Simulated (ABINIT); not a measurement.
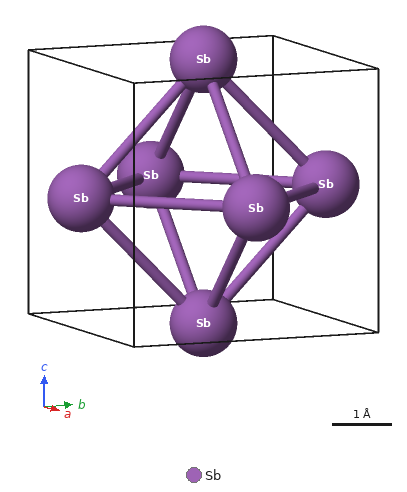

The structure (ball-and-stick view of the cell of the calculation, seen slightly off an axis). An atom can appear more than once, as a periodic image. Near neighbours in the periodic cell (some may lie outside the picture): Sb has 8 Sb at 3.24 Å.

Phonon calculation, with input and output: Sb (part 1 of 2)

System: Sb (Pm-3m, 3 atoms in the cell).
Method: Kohn-Sham DFT of a periodic cell, LDA, spin-orbit coupling, JTH PAW LDA v2.0 sp, no spin polarisation (ABINIT 10.8.3).

The structure was built on a prototype by a generator; it need not be a known phase.

Log:
```
.Version 10.8.3 of ABINIT
 DATASET    1 : space group P4 3 2 (#207); Bravais cP (primitive cubic)
================================================================================
 Values of the parameters that define the memory need for DATASET  1.
     intxc =       0    ionmov =       0      iscf =      17    lmnmax =       8
     lnmax =       4     mgfft =      32  mpssoang =       2    mqgrid =    3001
     natom =       3  nloc_mem =       2    nspden =       1   nspinor =       2
    nsppol =       1      nsym =      24    n1xccc =       1    ntypat =       1
    occopt =       3   xclevel =       1
       mpw =        1812          nfft =       32768          nkpt =           4
 PAW method is used; the additional fine FFT grid is defined by:
   mgfftf=        45    nfftf =     91125
================================================================================
================================================================================

 DATASET    2 : space group P4 3 2 (#207); Bravais cP (primitive cubic)
================================================================================
 Values of the parameters that define the memory need for DATASET  2 (RF).
     intxc =       0      iscf =       7    lmnmax =       8     lnmax =       4
     mgfft =      32  mpssoang =       2    mqgrid =    3001     natom =       3
  nloc_mem =       2    nspden =       1   nspinor =       2    nsppol =       1
      nsym =      24    n1xccc =       1    ntypat =       1    occopt =       3
   xclevel =       1
      nfft =       32768          nkpt =          64
================================================================================
================================================================================

--------------------------------------------------------------------------------
------------- Echo of variables that govern the present computation ------------
--------------------------------------------------------------------------------
 -outvars: echo values of preprocessed input variables --------
            acell      1.0000000000E+00  1.0000000000E+00  1.0000000000E+00 Bohr
              amu      1.21753000E+02
             ecut      1.50000000E+01 Hartree
           getwfk1          0
           getwfk2          1
             iscf1         17
             iscf2          7
              ixc           7
           jdtset        1    2
                       outvar_i_n : Printing only first  50 k-points.
           kptopt1          4
           kptopt2          3
         kptrlatt        4    0    0      0    4    0      0    0    4
          kptrlen      3.46080663E+01
            natom           3
            nband1         28
            nband2         28
           nbdbuf           4
           ndtset           2
            ngfft          32      32      32
          ngfftdg          45      45      45
             nkpt1          4
             nkpt2         64
            nline1          6
            nline2          4
             nqpt1          0
             nqpt2          1
          nspinor           2
            nstep          80
             nsym          24
           ntypat           1
                       prtocc : prtvol=0, do not print more k-points.
           occopt           3
        optdriver1          0
        optdriver2          1
        pawcpxocc           2
        pawecutdg      3.00000000E+01 Hartree
        pawspnorb           1
           prtden           0
        prtebands           0
           prteig           0
            prtwf1          1
            prtwf2          0
           rfphon1          0
           rfphon2          1
            rprim      8.6520165753E+00  0.0000000000E+00  0.0000000000E+00
                       0.0000000000E+00  8.6520165753E+00  0.0000000000E+00
                       0.0000000000E+00  0.0000000000E+00  8.6520165753E+00
           shiftk      5.00000000E-01  5.00000000E-01  5.00000000E-01
          spgroup         207
           tolvrs1     1.00000000E-11
           tolvrs2     1.00000000E-08
           tolwfr1     1.00000000E-14
           tolwfr2     0.00000000E+00
           tsmear      1.83746611E-03 Hartree
            typat      1  1  1
           useylm           1
                       outvars : Printing only first  50 k-points.
           xangst      2.2892249984E+00  2.2892249984E+00  0.0000000000E+00
                       2.2892249984E+00  0.0000000000E+00  2.2892249984E+00
                       0.0000000000E+00  2.2892249984E+00  2.2892249984E+00
            xcart      4.3260082876E+00  4.3260082876E+00  0.0000000000E+00
                       4.3260082876E+00  0.0000000000E+00  4.3260082876E+00
                       0.0000000000E+00  4.3260082876E+00  4.3260082876E+00
             xred      5.0000000000E-01  5.0000000000E-01  0.0000000000E+00
                       5.0000000000E-01  0.0000000000E+00  5.0000000000E-01
                       0.0000000000E+00  5.0000000000E-01  5.0000000000E-01
            znucl       51.00000

================================================================================

 chkinp: Checking input parameters for consistency, jdtset=   1.

 chkinp: Checking input parameters for consistency, jdtset=   2.

================================================================================
== DATASET  1 ==================================================================

--- !DatasetInfo
iteration_state: {dtset: 1, }
dimensions: {natom: 3, nkpt: 4, mband: 28, nsppol: 1, nspinor: 2, nspden: 1, mpw: 1812, }
cutoff_energies: {ecut:  15.0, pawecutdg:  30.0, }
electrons: {nelect:   1.50000000E+01, charge:   0.00000000E+00, occopt:   3.00000000E+00, tsmear:   1.83746611E-03, }
meta: {optdriver: 0, ionmov: 0, optcell: 0, iscf: 17, paral_kgb: 0, }
...

 Exchange-correlation functional for the present dataset will be:
  LDA: Perdew-Wang 92 LSD fit to Ceperley-Alder data - ixc=7
  J.P.Perdew and Y.Wang, PRB 45, 13244 (1992)

 Real(R)+Recip(G) space primitive vectors, cartesian coordinates (Bohr,Bohr^-1):
 R(1)=  8.6520166  0.0000000  0.0000000  G(1)=  0.1155800  0.0000000  0.0000000
 R(2)=  0.0000000  8.6520166  0.0000000  G(2)=  0.0000000  0.1155800  0.0000000
 R(3)=  0.0000000  0.0000000  8.6520166  G(3)=  0.0000000  0.0000000  0.1155800
 Unit cell volume ucvol=  6.4766739E+02 bohr^3
 Angles (23,13,12)=  9.00000000E+01  9.00000000E+01  9.00000000E+01 degrees

 Coarse grid specifications (used for wave-functions):

 getcut: wavevector=  0.0000  0.0000  0.0000  ngfft=  32  32  32
         ecut(hartree)=     15.000   => boxcut(ratio)=   2.12140

 Fine grid specifications (used for densities):

 getcut: wavevector=  0.0000  0.0000  0.0000  ngfft=  45  45  45
         ecut(hartree)=     30.000   => boxcut(ratio)=   2.06257

--- Pseudopotential description ------------------------------------------------
- pspini: atom type   1  psp file is ./Sb.LDA_PW-JTH_sp.xml
 Pseudopotential format is: paw10
 basis_size (lnmax)=  4 (lmn_size=  8), orbitals=   0   0   1   1
 Spheres core radius: rc_sph= 2.30676011
 Shapefunction is SIN type: shapef(r)=[sin(pi*r/rshp)/(pi*r/rshp)]**2
 Radius for shape functions =  2.10122246
 Compensation charge density is not taken into account in XC energy/potential

   8.35546414E+03                                ecore*ucvol(ha*bohr**3)
--------------------------------------------------------------------------------

================================================================================

--- !BeginCycle
iteration_state: {dtset: 1, }
solver: {iscf: 17, nstep: 80, nline: 6, wfoptalg: 10, }
tolerances: {tolwfr: 1.00E-14, tolvrs: 1.00E-11, }
...

     iter   Etot(hartree)      deltaE(h)  residm     nres2
 ETOT  1  -17.190759487498    -1.719E+01 1.062E-01 3.226E-01
 ETOT  2  -17.257784882733    -6.703E-02 7.750E-06 2.163E-02
 ETOT  3  -17.257452753776     3.321E-04 1.419E-06 4.549E-03
 ETOT  4  -17.257399777675     5.298E-05 1.072E-06 3.450E-04
 ETOT  5  -17.257399201619     5.761E-07 1.956E-08 3.273E-05
 ETOT  6  -17.257399186707     1.491E-08 6.221E-09 1.373E-06
 ETOT  7  -17.257399232446    -4.574E-08 4.851E-10 1.568E-08
 ETOT  8  -17.257399233084    -6.383E-10 2.352E-12 1.279E-09
 ETOT  9  -17.257399233064     1.993E-11 1.907E-13 1.764E-11
 ETOT 10  -17.257399233066    -1.869E-12 9.106E-15 2.465E-12

 At SCF step   10  max residual=  9.11E-15 < tolwfr=  1.00E-14 AND nres2   =  2.47E-12 < tolvrs=  1.00E-11 =>converged.

 Cartesian components of stress tensor (hartree/bohr^3)
  sigma(1 1)=  1.06075636E-04  sigma(3 2)=  0.00000000E+00
  sigma(2 2)=  1.06075636E-04  sigma(3 1)=  0.00000000E+00
  sigma(3 3)=  1.06075636E-04  sigma(2 1)=  0.00000000E+00

--- !ResultsGS
iteration_state: {dtset: 1, }
comment   : Summary of ground state results
lattice_vectors:
- [  8.6520166,   0.0000000,   0.0000000, ]
- [  0.0000000,   8.6520166,   0.0000000, ]
- [  0.0000000,   0.0000000,   8.6520166, ]
lattice_lengths: [   8.65202,    8.65202,    8.65202, ]
lattice_angles: [ 90.000,  90.000,  90.000, ] # degrees, (23, 13, 12)
lattice_volume:   6.4766739E+02
convergence: {deltae: -1.869E-12, res2:  2.465E-12, residm:  9.106E-15, diffor: null, }
etotal    :  -1.72573992E+01
entropy   :   0.00000000E+00
fermie    :  -6.59520466E-01
cartesian_stress_tensor: # hartree/bohr^3
- [  1.06075636E-04,   0.00000000E+00,   0.00000000E+00, ]
- [  0.00000000E+00,   1.06075636E-04,   0.00000000E+00, ]
- [  0.00000000E+00,   0.00000000E+00,   1.06075636E-04, ]
pressure_GPa:  -3.1209E+00
xred      :
- [  5.0000E-01,   5.0000E-01,   0.0000E+00, Sb]
- [  5.0000E-01,   0.0000E+00,   5.0000E-01, Sb]
- [  0.0000E+00,   5.0000E-01,   5.0000E-01, Sb]
cartesian_forces: # hartree/bohr
- [ -0.00000000E+00,  -0.00000000E+00,  -0.00000000E+00, ]
- [ -0.00000000E+00,  -0.00000000E+00,  -0.00000000E+00, ]
- [ -0.00000000E+00,  -0.00000000E+00,  -0.00000000E+00, ]
force_length_stats: {min:   0.00000000E+00, max:   0.00000000E+00, mean:   0.00000000E+00, }
...

 Integrated electronic density in atomic spheres:
 ------------------------------------------------
 Atom  Sphere_radius  Integrated_density
    1        2.30676          2.26101300
    2        2.30676          2.26101300
    3        2.30676          2.26101300

================================================================================

 ----iterations are completed or convergence reached----

 Mean square residual over all n,k,spin=   64.385E-16; max=  91.057E-16
 reduced coordinates (array xred) for    3 atoms
       0.500000000000      0.500000000000      0.000000000000
       0.500000000000      0.000000000000      0.500000000000
       0.000000000000      0.500000000000      0.500000000000
 rms dE/dt=  0.0000E+00; max dE/dt=  0.0000E+00; dE/dt below (all hartree)
    1       0.000000000000      0.000000000000      0.000000000000
    2       0.000000000000      0.000000000000      0.000000000000
    3       0.000000000000      0.000000000000      0.000000000000

 cartesian coordinates (angstrom) at end:
    1      2.28922499844885     2.28922499844885     0.00000000000000
    2      2.28922499844885     0.00000000000000     2.28922499844885
    3      0.00000000000000     2.28922499844885     2.28922499844885

 cartesian forces (hartree/bohr) at end:
    1     -0.00000000000000    -0.00000000000000    -0.00000000000000
    2     -0.00000000000000    -0.00000000000000    -0.00000000000000
    3     -0.00000000000000    -0.00000000000000    -0.00000000000000
 frms,max,avg= 0.0000000E+00 0.0000000E+00   0.000E+00  0.000E+00  0.000E+00 h/b

 cartesian forces (eV/Angstrom) at end:
    1     -0.00000000000000    -0.00000000000000    -0.00000000000000
    2     -0.00000000000000    -0.00000000000000    -0.00000000000000
    3     -0.00000000000000    -0.00000000000000    -0.00000000000000
 frms,max,avg= 0.0000000E+00 0.0000000E+00   0.000E+00  0.000E+00  0.000E+00 e/A
 length scales=  1.000000000000  1.000000000000  1.000000000000 bohr
              =  0.529177210544  0.529177210544  0.529177210544 angstroms
 Fermi (or HOMO) energy (hartree) =  -0.65952   Average Vxc (hartree)=  -0.34867
 Eigenvalues (hartree) for nkpt=   4  k points:
 kpt#   1, nband= 28, wtk=  0.12500, kpt=  0.1250  0.1250  0.1250 (reduced coord)
  -1.09456   -1.09456   -0.93174   -0.93174   -0.93128   -0.93128   -0.80597   -0.80597
  -0.75705   -0.75705   -0.74901   -0.74901   -0.64768   -0.64768   -0.64359   -0.64359
  -0.59206   -0.59206   -0.58539   -0.58539   -0.55038   -0.55038   -0.52113   -0.52113
  -0.50698   -0.50698   -0.39112   -0.39110
      occupation numbers for kpt#   1
   1.00000    1.00000    1.00000    1.00000    1.00000    1.00000    1.00000    1.00000
   1.00000    1.00000    1.00000    1.00000    0.00159    0.00159    0.00017    0.00017
   0.00000    0.00000    0.00000    0.00000    0.00000    0.00000    0.00000    0.00000
   0.00000    0.00000    0.00000    0.00000
 prteigrs : prtvol=0 or 1, do not print more k-points.
```
